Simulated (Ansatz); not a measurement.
System: CdF2, space group P6_3mc (No. 186), 6 atoms in the cell, SnS2-186 type type.

```yaml
crystal:
  lattice:
    - [3.63959, 0.00000, 0.00000]
    - [-1.81980, 3.15198, 0.00000]
    - [0.00000, 0.00000, 6.76489]
  atoms:
    - { symbol: Cd, position: [0.33333, 0.66667, 0.61657] }
    - { symbol: Cd, position: [0.66667, 0.33333, 0.11657] }
    - { symbol: F, position: [0.66667, 0.33333, 0.75677] }
    - { symbol: F, position: [0.33333, 0.66667, 0.25677] }
    - { symbol: F, position: [0.00000, 0.00000, 0.00166] }
    - { symbol: F, position: [0.00000, 0.00000, 0.50166] }
```

Level of theory: DFT, r2SCAN+rVV10, plane waves, PAW, no spin polarisation, 12×12×4 k mesh, 500 eV cutoff, Fermi-Dirac smearing of 0.03 eV; code Ansatz.

What does the calculation give for the electronic structure?

There is a gap; over the k points computed it is 3.46 eV (indirect; the smallest direct gap is 3.59 eV). Within the window shown, the tallest peak of the filled states lies 4.6 eV under the valence-band top, at about 22 states per eV and cell.

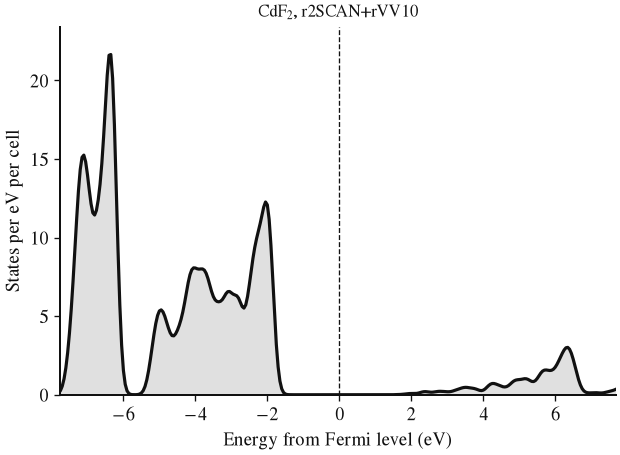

Density of states. Energies are counted from the Fermi level. The curve is built from the levels of the k mesh with Gaussians 0.3 eV wide, which also blur the band edges.
